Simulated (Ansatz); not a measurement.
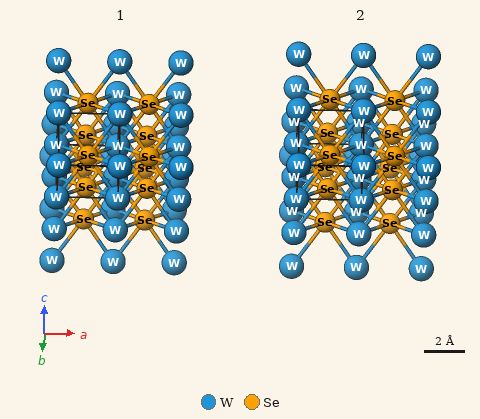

Two geometries of a crystal of WSe (built on the CsCl (B2) type) (coarse preliminary run), drawn at one scale. One is the start of a relaxation, the other its converged end. The picture is a ball-and-stick view of the cell of the calculation, repeated 2 × 3 × 2 with one cell outlined, seen from a free direction.

Theory: DFT PBE+U, scalar-relativistic, plane waves, PAW in Ansatz. Set-up: plane-wave cutoff 420 eV; k-point mesh 6 × 6 × 6; occupations gaussian; smearing width 0.1 eV; U W 6.2 eV; collinear spin; cell and atoms relaxed; force threshold 0.05 eV/Å; at most 80 steps.

> Which one is relaxed?

Structure 2 is the relaxed one. The atoms keep their places relative to the cell (all moves are under 0.005 Å). The volume changes by +19.6 %, with a = b = c 3.099 → 3.290 Å (+6.1 %). Among the contacts that change: W–W 3.099 → 3.290 Å, Se–W 2.684 → 2.849 Å. The space group stays Pm-3m (No. 221). Over 3 accepted moves (4 points after the start) the energy falls by 0.507 eV per cell of the calculation. All forces vanish by symmetry, so only the cell relaxes. The pressure goes from 33.26 to 0.00 GPa. The SCF was repeated once at an unchanged geometry on a basis and grid sized afresh for the cell, which shifted the energy by 1.1 meV per cell of the calculation at most. Cost: 20 s on 1 thread of Intel(R) Xeon(R) Processor @ 2.70GHz (shared host), peak memory 0.37 GiB.
